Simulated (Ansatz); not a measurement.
**As: density, localisation and related maps**

Input

```
crystal:
  lattice:
    - [2.6458966445, 0.0, 0.0]
    - [0.0, 4.540237734, 0.0]
    - [0.0, 0.0, 3.3952183276]
  atoms:
    - { symbol: As, position: [0.0, 0.0, 0.7269868144] }
    - { symbol: As, position: [0.5, 0.5, 0.2730131856] }
basis:
  ecutwfc: 420
kpoints:
  mp_grid: { grid: [20, 12, 16] }
hamiltonian:
  xc: pbe
scf:
  occupations: { method: gaussian, width: 0.1 }
output:
  forces: true
  stress: true
  eigenvalues: true
  write_density: true
  write_potential: true
  elf: true
  volumetric_format: npy
relax:
  adjacent_minimum: "off"
  f_tol: 0.01
  max_steps: 80
  cell: { stress_tol: 0.05 }
```

Command:

```sh
ansatz run input.yaml --threads 1 --pin off --max-ram 2560MiB --backend cpu --events-out ev --progress --plain --runs-dir out
```

Below, planes, directions and counts refer to the standardised cell (a = 3.34 Å, b = 3.32 Å, c = 4.13 Å, α = 90.00°, β = 90.00°, γ = 90.00°).

The fields are those of the relaxed geometry.

Space group Pmmn; a structure generated by program, which may or may not match a known phase.

Level of theory: DFT PBE, scalar-relativistic, plane waves, PAW in Ansatz 0.2.0.

The density is the valence pseudo-density of a PAW calculation; it isn't the true density close to the nuclei.

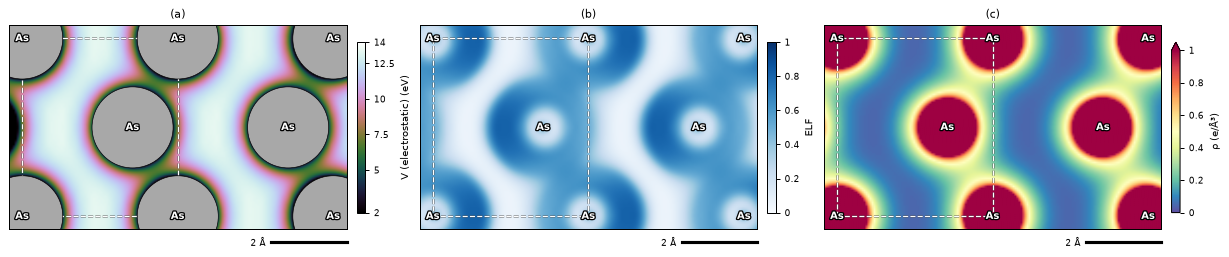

Figure 1. (a) electrostatic potential energy of an electron; (b) ELF; (c) valence charge density (pseudo) on the (11̄0) plane of the standardised cell. Grey discs cover the atomic cores in the potential map.

> Interpret the plot.

- Atoms in the plane: As.
- As–As (2.64 Å): ρ at the midpoint is about 0.39 e/Å³; the ELF peaks at about 0.60 between the atoms.
- Between the atoms the lowest density in this plane is 0.05 e/Å³.
- Outside the cores the potential energy rises away from the atoms and is highest about 2.0 Å from the nearest atoms; its zero is arbitrary.

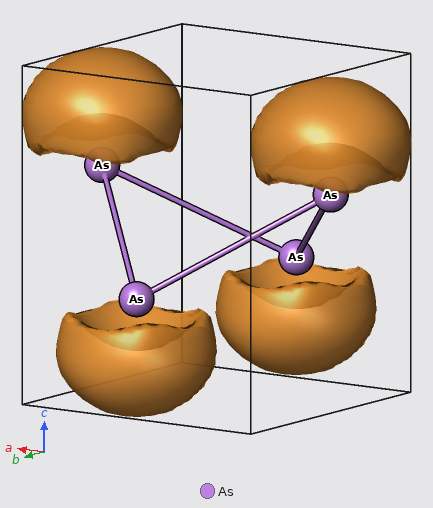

Figure 2. Isosurface of the ELF at 0.65 (orange), seen at an oblique angle. Core shells and regions of very low density are left out. Sticks mark near contacts.

> Describe the localisation domains.

The ELF exceeds this value in two lobes on As, pointing away from the bonds (lone pairs), counted in one cell of 2 atoms. Any copies at cell faces, edges or corners count once.

> Metal or insulator at this level of theory?

It is metallic or semimetallic at this level of theory: no gap opens.
